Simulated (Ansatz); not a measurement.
C (slab)

The calculation's input:

```
crystal:
  lattice:
    - [2.4649796647, 0.0, 0.0]
    - [-1.2324898324, 2.1347350095, 0.0]
    - [0.0, 0.0, 30.4768652785]
  atoms:
    - { symbol: C, position: [0.0, 0.0, 0.2789000823] }
    - { symbol: C, position: [0.6666666667, 0.3333333333, 0.2789000746] }
    - { symbol: C, position: [0.0, 0.0, 0.3894500431] }
    - { symbol: C, position: [0.3333333333, 0.6666666667, 0.3894500354] }
    - { symbol: C, position: [0.0, 0.0, 0.5000000039] }
    - { symbol: C, position: [0.6666666667, 0.3333333333, 0.4999999961] }
    - { symbol: C, position: [0.0, 0.0, 0.6105499646] }
    - { symbol: C, position: [0.3333333333, 0.6666666667, 0.6105499569] }
    - { symbol: C, position: [0.0, 0.0, 0.7210999254] }
    - { symbol: C, position: [0.6666666667, 0.3333333333, 0.7210999177] }
basis:
  ecutwfc: 420
kpoints:
  mp_grid: { grid: [12, 12, 1] }
hamiltonian:
  xc: pbe
  dispersion: d3bj
scf:
  occupations: { method: gaussian, width: 0.1 }
output:
  forces: true
  eigenvalues: true
  write_density: true
  write_potential: true
  elf: true
  volumetric_format: npy
relax:
  adjacent_minimum: "off"
  f_tol: 0.03
  max_steps: 70
  constraints: [{ sites: [0, 1, 2, 3] }]
efield:
  axis: 3
  dipole_correction: true
  ramp_width: 0.04
```

Run with:

```sh
ansatz run input.yaml --threads 4 --pin off --max-ram 10240MiB --backend cpu --events-out ev --progress --plain --runs-dir out
```

Computed with DFT PBE+D3(BJ), scalar-relativistic, plane waves, PAW in Ansatz 0.2.0.

> Predict the valence pseudo-density and electron localisation function between the atoms.

C–C (1.42 Å): ρ is about 2 e/Å³ halfway; the ELF peaks at about 0.95 between the atoms.

> Does the calculation give a band gap?

It is metallic or semimetallic at this level of theory: no gap opens.

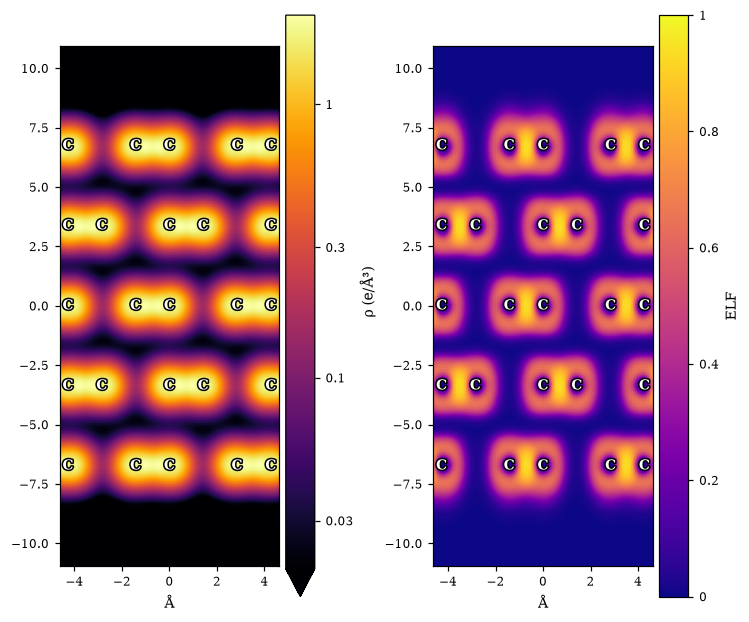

Computed valence pseudo-density and electron localisation function on the (110) plane of the calculation cell, a cut from vacuum to vacuum, in this order. 
